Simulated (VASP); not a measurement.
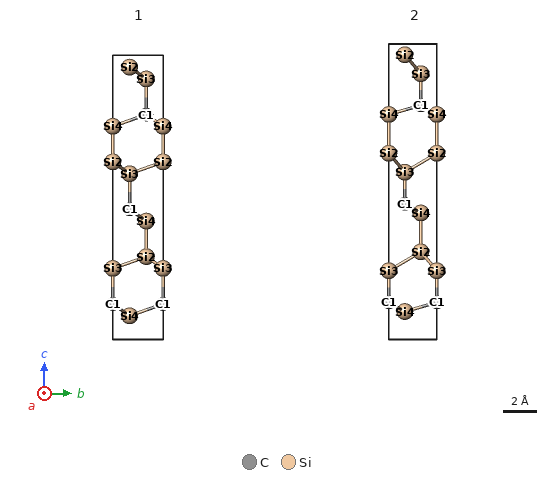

Two geometries of a crystal of Si₃C (a generated structure, set up in R3m), drawn at one scale. One is the start of a relaxation, the other its converged end. The picture is a ball-and-stick view of the conventional cell (3 times the calculation's cell), seen along the a axis. Lengths and directions refer to the drawn axes.

All numbers below come from Kohn-Sham DFT of a periodic cell, PBE, VASP PAW PBE potentials, recommended (VASP). Set-up: plane-wave cutoff 600 eV; k-point mesh 8 × 8 × 8; occupations gaussian; smearing width 0.02 eV; no spin polarisation.

Q: Which of the two is the end point?

A: Structure 2 is the relaxed one. The run lets cell and atoms move. The largest move relative to the cell is that of Si3, 0.31 Å along −c. By element the largest moves are Si 0.31 Å, C 0.01 Å. The drawn cell changes as follows: a = b 3.517 → 3.361 Å (−4.5 %), c 17.232 → 17.919 Å (+4.0 %); the volume changes by −5.1 %. Some distances before and after: C1–Si3 2.154 → 1.917 Å, Si2–Si4 2.154 → 2.353 Å, C1–Si4 2.154 → 2.019 Å, Si2–Si3 2.154 → 2.254 Å. Bond angles that change, for instance: Si3–Si2–Si3 109.5° → 96.4°, Si3–Si2–Si4 109.5° → 120.6°, C1–Si3–Si2 109.5° → 120.6°. The space group stays R3m (No. 160). The energy falls by 275 meV per atom in 15 geometry steps. The largest force component goes from 2.7 to 0.0021 eV/Å. The pressure goes from 4.94 to 0.00 GPa.
